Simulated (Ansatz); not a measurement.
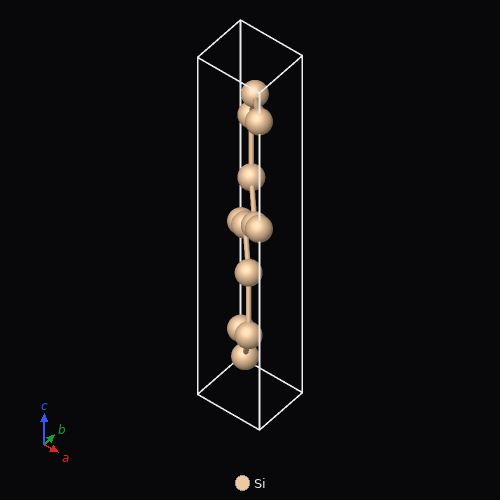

The system is Si (Cmcm, No. 63; 12 atoms in the cell); the picture shows the reference structure. The energy is mapped over two homogeneous strains (x along [1 0 0], y along [0 1 0], z along [0 0 1] of the conventional cell). Coordinates scanned: (1) engineering shear strain xy; (2) equal normal strain along x and y. Nothing is relaxed (fractional coordinates fixed). Grid: 7 × 7 points; 28 points were computed and 21 follow by symmetry. Points are written as (first, second). Energies: meV/atom, counted from the lowest grid point. The band gap closes in part of the range. Computed with Ansatz, DFT PBEsol, scalar-relativistic, plane waves, PAW. Settings: cutoff 420 eV, k-mesh 10×10×4 in the order of the run's cell vectors, gaussian smearing 0.05 eV, no spin polarisation.

Its coordinates:

```yaml
crystal:
  lattice:
    - [1.91156, -5.34767, 0.00000]
    - [1.91156, 5.34767, 0.00000]
    - [0.00000, 0.00000, 12.65385]
  atoms:
    - { symbol: Si, position: [0.75704, 0.24296, 0.94510] }
    - { symbol: Si, position: [0.24296, 0.75704, 0.05490] }
    - { symbol: Si, position: [0.75704, 0.24296, 0.55490] }
    - { symbol: Si, position: [0.24296, 0.75704, 0.44510] }
    - { symbol: Si, position: [0.42869, 0.57131, 0.15722] }
    - { symbol: Si, position: [0.57131, 0.42869, 0.84278] }
    - { symbol: Si, position: [0.42869, 0.57131, 0.34278] }
    - { symbol: Si, position: [0.57131, 0.42869, 0.65722] }
    - { symbol: Si, position: [0.97122, 0.02878, 0.90937] }
    - { symbol: Si, position: [0.02878, 0.97122, 0.09063] }
    - { symbol: Si, position: [0.97122, 0.02878, 0.59063] }
    - { symbol: Si, position: [0.02878, 0.97122, 0.40937] }
```

The input of one point:

```yaml
crystal:
  lattice:
    - [1.9115587848, -5.3476661561, 0.0]
    - [1.9115587848, 5.3476661561, 0.0]
    - [0.0, 0.0, 12.6538471797]
  atoms:
    - { symbol: Si, position: [0.7570405043, 0.2429594957, 0.9450993343] }
    - { symbol: Si, position: [0.2429594957, 0.7570405043, 0.0549006657] }
    - { symbol: Si, position: [0.7570405043, 0.2429594957, 0.5549006657] }
    - { symbol: Si, position: [0.2429594957, 0.7570405043, 0.4450993343] }
    - { symbol: Si, position: [0.4286865207, 0.5713134793, 0.157224205] }
    - { symbol: Si, position: [0.5713134793, 0.4286865207, 0.842775795] }
    - { symbol: Si, position: [0.4286865207, 0.5713134793, 0.342775795] }
    - { symbol: Si, position: [0.5713134793, 0.4286865207, 0.657224205] }
    - { symbol: Si, position: [0.971216289, 0.028783711, 0.9093716909] }
    - { symbol: Si, position: [0.028783711, 0.971216289, 0.0906283091] }
    - { symbol: Si, position: [0.971216289, 0.028783711, 0.5906283091] }
    - { symbol: Si, position: [0.028783711, 0.971216289, 0.4093716909] }
basis:
  ecutwfc: 420
kpoints:
  mp_grid: { grid: [10, 10, 4] }
hamiltonian:
  xc: pbesol
  pseudopotentials: { kind: paw, azcp: { folder: soft_1 } }
scf:
  occupations: { method: gaussian, width: 0.05 }
output:
  forces: true
  stress: true
  eigenvalues: true
  write_density: true
  write_potential: true
  elf: true
  volumetric_format: npy
```

Range: engineering shear strain xy from −30 to 30 %; equal normal strain along x and y from −15 to 15 %.

### Predict the map.

The lowest grid point is at (0 %, 0 %). No other kind of well shows on this grid. The highest grid point, (−30 %, −15 %), lies 1702 meV/atom above the lowest. Round the minimum the two coordinates are nearly uncoupled.

```
second ↓, first →   −30   −20   −10     0    10    20    30
               15   634   547   490   471   490   547   634
               10   464   343   266   239   266   343   464
                5   365   204   102    68   102   204   365
                0   379   173    44     0    44   173   379
               −5   558   306   144    89   144   306   558
              −10   970   668   473   407   473   668   970
              −15  1702  1342  1114  1037  1114  1342  1702
```

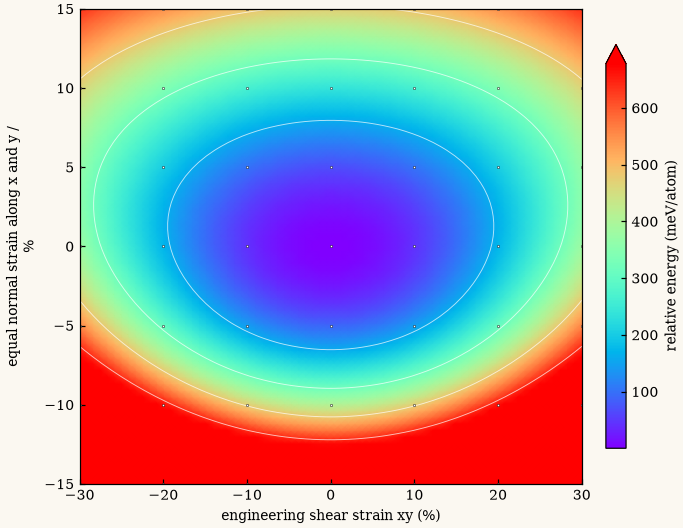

Drawn: a smooth colour map with a few white contour lines, dots at the grid points, one colour for all values above the top of the scale. Between grid points the surface is interpolated.

Time for the 28 points that were run: 11 min on 4 threads of Arm Neoverse V1, on a shared host.
